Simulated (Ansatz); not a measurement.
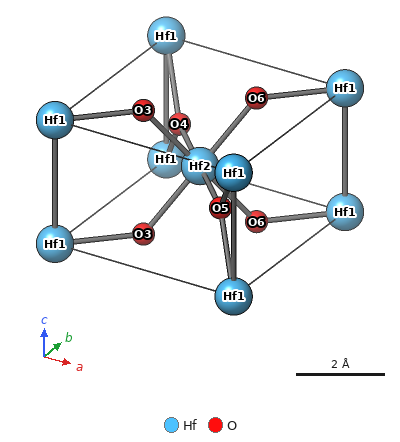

Figure 1. The structure as given in the input (ball-and-stick view of the cell of the calculation, seen at an oblique angle; atoms are numbered from 1 in the order of the input). An atom can appear more than once, as a periodic image. Near neighbours in the periodic cell (some may lie outside the picture): Hf has 2 Hf at 3.22 Å and 6 O at 2.08 to 2.09 Å; O has 3 Hf at 2.08 to 2.09 Å.

## Run report: HfO2, band-structure calculation

HfO2 (6 atoms in the cell), computed with DFT, r2SCAN+rVV10, plane waves, PAW, no spin polarisation (Ansatz 0.2.0).

The structure was built on a prototype by a generator. The geometry comes from this level: r2scan-rvv10. Figures and captions count atoms from 1; the log counts them from 0 in places.

### Input file
```yaml
crystal:
  lattice:
    - [4.8253019677, 0.0, 0.0]
    - [0.0, 4.8253019677, 0.0]
    - [0.0, 0.0, 3.2166197026]
  atoms:
    - { symbol: Hf, position: [0.0, 0.0, 0.0] }
    - { symbol: Hf, position: [0.5, 0.5, 0.5] }
    - { symbol: O, position: [0.3050131759, 0.3050131759, 0.0] }
    - { symbol: O, position: [0.1949868241, 0.8050131759, 0.5] }
    - { symbol: O, position: [0.8050131759, 0.1949868241, 0.5] }
    - { symbol: O, position: [0.6949868241, 0.6949868241, 0.0] }
kpoints:
  mp_grid: { grid: [6, 6, 8] }
  band_path:
    path:
      - [0.0, 0.0, 0.0]
      - [0.0, 0.5, 0.0]
      - [0.5, 0.5, 0.0]
      - [0.0, 0.0, 0.5]
      - [0.0, 0.5, 0.5]
      - [0.5, 0.5, 0.5]
    npoints: 1
hamiltonian:
  xc: r2scan
  dispersion: rvv10
scf:
  occupations: { method: fermi_dirac, width: 0.03 }
  n_extra_bands: 5
output:
  forces: true
  stress: true
  eigenvalues: true
```

Launch command:
```bash
ansatz run input.yaml --threads 2 --pin off --max-ram 2211MiB --backend cpu --events-out ev --progress --plain --runs-dir out
```

### The program's output
```
scf.n_extra_bands = 5 over 38 filled bands (N_el = 76.0): the run solves 43 bands
Engine: ansatz 0.2.0, aarch64-unknown-linux-gnu
Pseudopotentials: kind: paw
Pseudopotential: Hf, paw, valence charge 26, recommended cutoff 500 eV (meta_gga), Hf.paw.azcp
Pseudopotential: O, paw, valence charge 6, recommended cutoff 500 eV (meta_gga), O.paw.azcp
Functional definition: r2SCAN+rVV10
  parameter k0 = 0.174
  parameter k1 = 0.065
  parameter a1 = 4.9479
  exchange = r2scan_x(k0 = k0, k1 = k1, a1 = a1)
  correlation = r2scan_c + rvv10(11.95, 0.0093)
Crystal: 6 atoms, lattice volume = 74.894 Å³
Basis set: ecut = 500 eV, 1931 PW (Γ), exchange–correlation on 160×160×108 points (64 copies of the dense FFT grid, shifted against one another)
Bands: 43, of which v1, the nominal top of the filled ones, is band 38 counted from 1 (37 counted from 0)
Symmetry: 16 space group operations
Space group: P42/mnm (ITA 136), of the structure as read, at distance tolerance 4.2e-5 Å
k-points: 50 of 288
Non-local potential: Hf, projectors of the file, l = 0: 3, l = 1: 2, l = 2: 2, l = 3: 3
Non-local potential: O, projectors of the file, l = 0: 2, l = 1: 2, l = 2: 1
PAW form: soft (Blöchl's): semilocal exchange-correlation on the pseudo side does not see the compensation charge
rVV10 density: all electrons in the spheres
PAW frozen core: Hf, regenerated for the run's functional (the file was generated under x = pbe(κ = 0.804, μ = 0.2195149727645171), c = pbe(β = 0.06672455060314922))
PAW frozen core: O, regenerated for the run's functional (the file was generated under x = pbe(κ = 0.804, μ = 0.2195149727645171), c = pbe(β = 0.06672455060314922))
PAW one-centre angular grid: Hf, 974 points (default); XC on 160 Gauss nodes
PAW one-centre angular grid: O, 302 points (default); XC on 160 Gauss nodes
Initial density: superposition of atomic densities (neutral atoms: chi_scale 0, normalization atom), corrected by the library's trained network
Initial wavefunctions: pseudopotential atomic-orbital guess
Functional: x = r2scan, c = r2scan + rvv10(b = 11.95, C = 0.0093); τ floored in thin density (d = 2e-4 eV/Å³)
SCF iter   1: F=—  HF=-33745.872510 eV  |F-HF|=—  |Δ(HF+E_count)|=         —  Δρ=9.35e-3  dr2=5.14e-2  dr2_τ=3.86e-1  ethr=1.77e-3  ⟨swp⟩=6.0  Hψ=7072  notcnv=0
preconditioner: auto → Resta (q_TF=auto, 2.735 Å⁻¹)  ε∞=5.1  [insulator: Δε(μ)=4.659 eV  Ē_g=18.002 eV  σ=0.030 eV  W_gap=1.00  n_scr=30 (ndim 8)  ℏωp=36.4 eV  f_vac=0.087  D(μ)=0.00/eV (n_scr^D=0)  ε∞_Penn≈5.1]
SCF iter   2: F=—  HF=-33745.939917 eV  |F-HF|=—  |Δ(HF+E_count)|=   6.74e-2  Δρ=5.13e-3  dr2=1.68e-2  dr2_τ=2.23e-3  ethr=6.76e-5  ⟨swp⟩=2.0  Hψ=4651  notcnv=0  defer=50
SCF iter   3: F=—  HF=-33745.937943 eV  |F-HF|=—  |Δ(HF+E_count)|=   1.97e-3  Δρ=3.30e-3  dr2=4.32e-3  dr2_τ=7.42e-4  ethr=2.21e-5  ⟨swp⟩=2.0  Hψ=3600  notcnv=0  defer=50
SCF iter   4: F=—  HF=-33745.937696 eV  |F-HF|=—  |Δ(HF+E_count)|=   2.47e-4  Δρ=7.12e-4  dr2=3.95e-4  dr2_τ=7.60e-5  ethr=5.68e-6  ⟨swp⟩=2.3  Hψ=4061  notcnv=0  defer=50
SCF iter   5: F=—  HF=-33745.937711 eV  |F-HF|=—  |Δ(HF+E_count)|=   1.44e-5  Δρ=2.15e-4  dr2=2.63e-5  dr2_τ=2.59e-6  ethr=5.19e-7  ⟨swp⟩=2.0  Hψ=3572  notcnv=0  defer=50
SCF iter   6: F=—  HF=-33745.937720 eV  |F-HF|=—  |Δ(HF+E_count)|=   8.89e-6  Δρ=6.31e-5  dr2=2.44e-6  dr2_τ=2.16e-7  ethr=3.46e-8  ⟨swp⟩=2.0  Hψ=3869  notcnv=0  defer=50
SCF iter   7: F=—  HF=-33745.937719 eV  |F-HF|=—  |Δ(HF+E_count)|=   1.91e-7  Δρ=2.34e-5  dr2=4.32e-7  dr2_τ=2.60e-8  ethr=3.21e-9  ⟨swp⟩=2.0  Hψ=3975  notcnv=0  defer=50
SCF iter   8: F=-33745.937719 eV  HF=-33745.937719 eV  |F-HF|=6.98e-10  |Δ(HF+E_count)|=   6.36e-8  Δρ=2.26e-6  dr2=3.86e-9  dr2_τ=1.23e-9  ethr=1.32e-10  ⟨swp⟩=9.0  Hψ=8893  notcnv=0
SCF 1 converged in 8 iterations: F = -33745.937719 eV  dr2 = 3.86e-9
  greatest PAW one-centre occupation: 0.999 electrons in one spin orbital (limit 2), on the Hf atom at site 1 (counted from 0), in its partial waves of l = 3
```

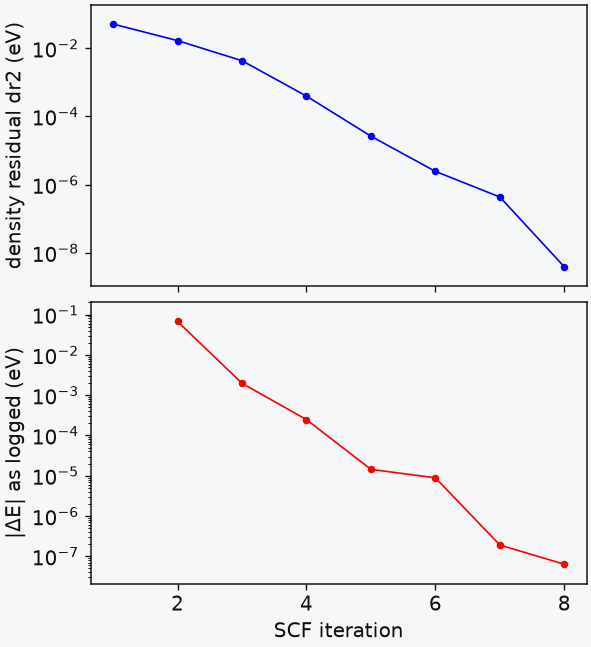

Figure 2. Convergence of the self-consistent field: density residual dr2 and size of the energy change against the SCF iteration. The residual falls at every step.

```
NSCF: frozen V_eff on 6 k-points
SCF converged after 8 iterations
Free energy (F): -33745.937719 eV
Harris-Foulkes:  -33745.937719 eV  (|F-HF|=6.98e-10)
Internal energy: -33745.937719 eV  (E = F + TS)
E sigma→0 (E₀):  -33745.937719 eV
Fermi energy:    14.375875 eV
--- Per-component energies (eV) ---
  E_band       = -172.689932
  E_kinetic    = 1547.027335
  E_local      = -12985.259425  (includes V_loc(G=0)·N_el)
  E_nonlocal   = -2303.985922
  E_hartree    = 5912.436750
  E_xc         = -854.132740
  E_vxc        = -1007.739835  (∫ρ·V_xc dr)
  E_paw        = -14544.389131  (= ΣΔE_a)
  E_vpaw       = 2696.638123  (= ΣTr[D̂ρ^β])
  E_aug_tail   = 0.003085  (compensation charges beyond the density's cutoff)
  E_vtau       = 55.748022  (kinetic-family band-sum trace: ∫τ·v_τ [+ j·A + Jᵃ·Aᵃ] dr)
  E_ewald      = -10518.152952
  E_core_change = 0.515280  (= ΣΔE_core)
  E_smearing   = -0.000000  (= −TS)
  E_closure    = -0.000000  (closes the sum)
  Σ components = -33745.937719   (vs F -33745.937719, Δ=0.00e0)
--- Forces (eV/Å), atoms counted from 1 ---
  atom   1  Hf     0.00000000    -0.00000000    -0.00000000
  atom   2  Hf     0.00000000    -0.00000000    -0.00000000
  atom   3  O     -0.00584042    -0.00584042    -0.00000000
  atom   4  O      0.00584042    -0.00584042     0.00000000
  atom   5  O     -0.00584042     0.00584042     0.00000000
  atom   6  O      0.00584042     0.00584042     0.00000000
  max |Σ_I F_I| component: 5.20e-18 eV/Å
--- Stress (GPa, compression-positive) ---
       -0.023971       0.000000       0.000000
        0.000000      -0.023971       0.000000
        0.000000       0.000000       0.015006
  P = ⅓ Tr σ = -0.0110 GPa (-0.110 kbar)
--- Band table (eV; the first three rows and the last of 50) ---
  k-point 0: bands = ["-49.7741", "-49.7634", "-18.0976", "-18.0976", "-17.7760", "-17.7760", "-17.6551", "-17.5920", "-6.5241", "-5.7702", "-4.6457", "-4.6457", "1.8559", "1.8559", "1.8658", "1.9045", "1.9100", "1.9100", "1.9163", "1.9163", "1.9383", "1.9453", "1.9626", "1.9676", "2.0413", "2.0413", "6.5842", "7.0273", "7.7330", "8.5141", "8.5141", "10.2634", "10.2634", "10.4774", "11.4354", "11.7037", "11.7037", "12.1076", "16.6389", "16.7655", "17.8999", "18.2796", "18.2796"]
  k-point 1: bands = ["-49.7706", "-49.7608", "-18.0692", "-18.0692", "-17.7744", "-17.7744", "-17.7514", "-17.6956", "-6.3399", "-5.6367", "-4.7528", "-4.7528", "1.8610", "1.8610", "1.8719", "1.9060", "1.9117", "1.9117", "1.9176", "1.9176", "1.9354", "1.9410", "1.9577", "1.9594", "2.0280", "2.0280", "6.8402", "7.2203", "7.8979", "8.4994", "8.4994", "10.0412", "10.4516", "10.4516", "10.8994", "11.5111", "11.5111", "12.0002", "16.9504", "17.2432", "17.7859", "18.2298", "18.2298"]
  k-point 2: bands = ["-49.7620", "-49.7545", "-17.9960", "-17.9960", "-17.9745", "-17.9358", "-17.7744", "-17.7744", "-5.8875", "-5.3354", "-5.0075", "-5.0075", "1.8748", "1.8748", "1.8924", "1.9050", "1.9134", "1.9134", "1.9225", "1.9225", "1.9282", "1.9311", "1.9356", "1.9609", "1.9973", "1.9973", "7.5074", "7.6813", "8.3760", "8.5669", "8.5669", "9.1439", "9.8732", "10.7655", "10.7655", "11.0388", "11.0388", "11.6216", "17.5720", "17.6342", "18.1267", "18.3175", "18.3175"]
  k-point 49: bands = ["-49.7476", "-49.7476", "-18.2611", "-18.2611", "-17.8501", "-17.8501", "-17.8223", "-17.8223", "-5.4146", "-5.4146", "-5.0139", "-5.0139", "1.9039", "1.9039", "1.9101", "1.9101", "1.9135", "1.9135", "1.9185", "1.9185", "1.9205", "1.9205", "1.9550", "1.9550", "1.9638", "1.9638", "7.9991", "7.9991", "8.0738", "8.0738", "8.9778", "8.9778", "10.0837", "10.0837", "11.0287", "11.0287", "11.6239", "11.6239", "17.7943", "17.7943", "18.5443", "18.5443", "19.1031"]
```

### File bands.tsv
```
# k_distance	band_0	band_1	band_2	band_3	band_4	band_5	band_6	band_7	band_8	band_9	band_10	band_11	band_12	band_13	band_14	band_15	band_16	band_17	band_18	band_19	band_20	band_21	band_22	band_23	band_24	band_25	band_26	band_27	band_28	band_29	band_30	band_31	band_32	band_33	band_34	band_35	band_36	band_37	band_38	band_39	band_40	band_41	band_42
# fermi_ev = 14.375875
# lock_threshold_ev = 1e-6
# [0, 0, 0] at k_distance = 0.000000
# [0, 0.5, 0] at k_distance = 0.651067
# [0.5, 0.5, 0] at k_distance = 1.302133
# [0, 0, 0.5] at k_distance = 2.644396
# [0, 0.5, 0.5] at k_distance = 3.295463
# [0.5, 0.5, 0.5] at k_distance = 3.946529
# levels_relative_to = fermi_ev
# free_energy_ev = -33745.937719
# largest_residual_norms_ev = 1.289e-3 1.438e-3 1.071e-3 1.843e-3 2.189e-4 1.449e-3 3.212e-4 1.269e-3 7.393e-4 7.453e-4 9.155e-4 1.004e-3 6.439e-4 7.347e-4 5.491e-4 5.786e-4 5.915e-4 6.407e-4 4.907e-4 7.699e-4 1.109e-3 6.999e-4 5.523e-4 6.533e-4 5.515e-4 6.825e-4 9.892e-4 1.339e-3 1.004e-3 1.099e-3 1.486e-3 1.530e-3 1.195e-3 1.342e-3 1.080e-3 1.417e-3 1.263e-3 1.866e-3 1.215e-3 1.324e-3 1.228e-3 1.352e-3 1.197e-3
0.000000	-64.149933	-64.139310	-32.473457	-32.473457	-32.151832	-32.151832	-32.031024	-31.967883	-20.899926	-20.146108	-19.021543	-19.021543	-12.520001	-12.520001	-12.510096	-12.471342	-12.465853	-12.465853	-12.459532	-12.459532	-12.437568	-12.430604	-12.413255	-12.408274	-12.334533	-12.334533	-7.791661	-7.348527	-6.642846	-5.861769	-5.861769	-4.112434	-4.112434	-3.898494	-2.940522	-2.672188	-2.672188	-2.268285	2.263012	2.389673	3.524060	3.903748	3.903748
0.651067	-64.144597	-64.144597	-32.371417	-32.371417	-32.266422	-32.266422	-31.999382	-31.999382	-20.157245	-20.157245	-19.448798	-19.448798	-12.486755	-12.486755	-12.479851	-12.479851	-12.468167	-12.468167	-12.460636	-12.460636	-12.433923	-12.433923	-12.426659	-12.426659	-12.416407	-12.416407	-6.501419	-6.501419	-5.760620	-5.760620	-5.118779	-5.118779	-4.998389	-4.998389	-3.691648	-3.691648	-2.915498	-2.915498	2.917051	2.917051	4.529211	4.529211	4.776151
1.302133	-64.144573	-64.144573	-32.494290	-32.494290	-32.139356	-32.139356	-31.999178	-31.999178	-20.456856	-20.456856	-19.086472	-19.086472	-12.521293	-12.521293	-12.491378	-12.491378	-12.462751	-12.462751	-12.451417	-12.451417	-12.433743	-12.433743	-12.410050	-12.410050	-12.360884	-12.360884	-7.574636	-7.574636	-5.941346	-5.941346	-4.615797	-4.615797	-4.030315	-4.030315	-3.372625	-3.372625	-3.023646	-3.023646	2.494415	2.494415	3.967355	3.967355	4.932837
2.644396	-64.123565	-64.123565	-32.638560	-32.638560	-32.221245	-32.221245	-32.195344	-32.195344	-19.734436	-19.734436	-19.465640	-19.465640	-12.473448	-12.473448	-12.467438	-12.467438	-12.458257	-12.458257	-12.458222	-12.458222	-12.457857	-12.457857	-12.420518	-12.420518	-12.415937	-12.415937	-6.300924	-6.300924	-5.570494	-5.570494	-5.404995	-5.404995	-4.357779	-4.357779	-4.319099	-4.319099	-3.249506	-3.249506	3.887019	3.887019	4.382245	4.382245	4.394864
3.295463	-64.123544	-64.123544	-32.678802	-32.678802	-32.197804	-32.197804	-32.174578	-32.174578	-20.170315	-20.170315	-18.988989	-18.988989	-12.490958	-12.490958	-12.469408	-12.469408	-12.462199	-12.462199	-12.458080	-12.458080	-12.448279	-12.448279	-12.438643	-12.438643	-12.361400	-12.361400	-6.975963	-6.975963	-5.900881	-5.900881	-4.681960	-4.681960	-4.048457	-4.048457	-4.023192	-4.023192	-3.158183	-3.158183	2.480729	2.480729	4.614209	4.614209	5.231373
3.946529	-64.123520	-64.123520	-32.636938	-32.636938	-32.225945	-32.225945	-32.198196	-32.198196	-19.790441	-19.790441	-19.389757	-19.389757	-12.472012	-12.472012	-12.465727	-12.465727	-12.462398	-12.462398	-12.457357	-12.457357	-12.455346	-12.455346	-12.420862	-12.420862	-12.412057	-12.412057	-6.376800	-6.376800	-6.302093	-6.302093	-5.398026	-5.398026	-4.292158	-4.292158	-3.347181	-3.347181	-2.751962	-2.751962	3.418377	3.418377	4.168453	4.168453	4.727266
```

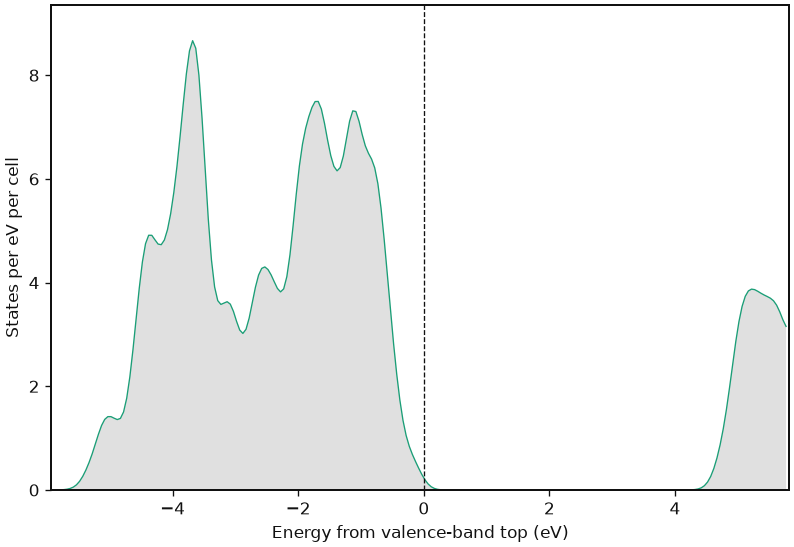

Figure 3. Density of states (the curve is built from the levels of the k mesh with Gaussians 0.3 eV wide, which also blur the band edges), with energies from the valence-band top. There is a gap of 4.53 eV on the k-point mesh. Small ripples come from the finite k-point mesh.

### Summary

```csv
quantity,value
outcome,converged
space group (tolerance 0.01 Å),P4₂/mnm (136)
electrons treated,76
free energy,−33745.9377 eV
Fermi energy,14.376 eV
gap on the k-point mesh,4.53 eV
pressure,−0.01 GPa
largest force (length of the vector),0.008 eV/Å
hardware,"2 threads of Arm Neoverse V1, 24 GiB of memory available, shared host"
wall time,16 s (CPU time 32 s)
peak memory,0.65 GiB
```

### Remarks

Spin–orbit coupling is left out, which matters for Hf.
